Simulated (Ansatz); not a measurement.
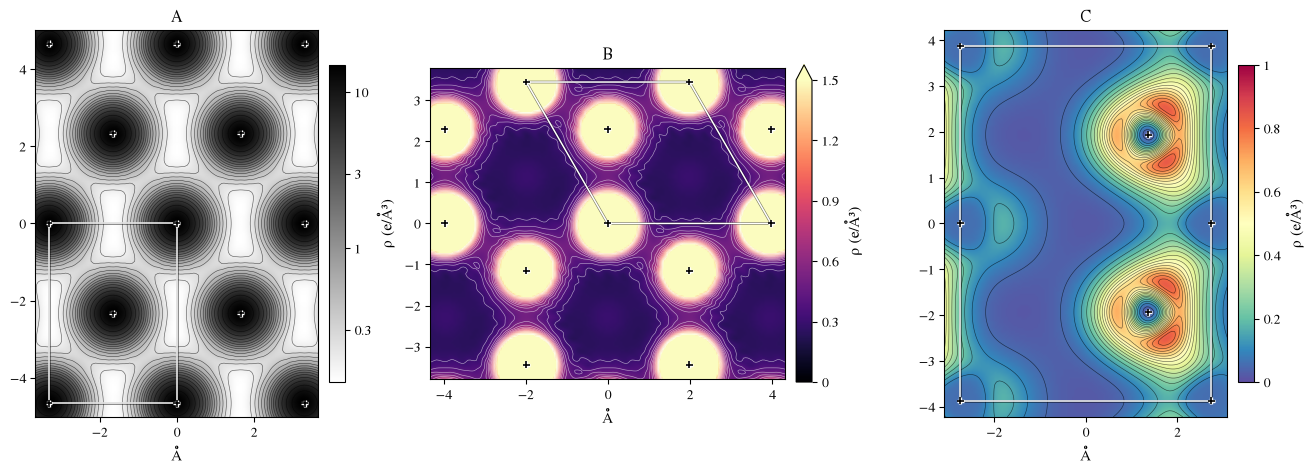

The valence electron density of 3 systems, each on a plane through atoms (crosses mark nuclei in the plane).

Computed with Ansatz 0.2.0, DFT r2SCAN, scalar-relativistic, plane waves, PAW.

System 1: AlP, the (110) plane of the conventional cell. Space group F-43m.

System 2: Au, the (001) plane of the conventional cell. Space group Fmmm; a structure from a database of computed crystals, not necessarily the ambient phase; changed on purpose from its base cell (strain +0.0100 x Voigt [0, 0, 0, 0, 1, 0], atoms carried along); computed pressure about −5 GPa in this cell; computed without spin polarisation.

System 3: Ni2Ge, the (001) plane of the conventional cell. Space group P6₃/mmc; a structure from a database of computed crystals, not necessarily the ambient phase; computed without spin polarisation.

```
CELL_PARAMETERS angstrom
3.97814 0.00000 0.00000
-1.98907 3.44517 0.00000
0.00000 0.00000 5.03738
ATOMIC_POSITIONS crystal
Ni 0.66667 0.33333 0.25000
Ni 0.33333 0.66667 0.75000
Ni 0.00000 0.00000 0.00000
Ni 0.00000 0.00000 0.50000
Ge 0.66667 0.33333 0.75000
Ge 0.33333 0.66667 0.25000
```

Q: Which map belongs to which system?

A: Panel A is system 2, Au: the plane holds Au. Au–Au (2.86 Å): ρ at the midpoint is about 0.28 e/Å³. Panel B is system 3, Ni2Ge: the plane holds Ni and Ge. Ni–Ge (2.30 Å): ρ at the midpoint is about 0.51 e/Å³. Panel C is system 1, AlP: the plane holds Al and P. Al–P (2.37 Å): the density is about 0.52 e/Å³ at the midpoint.
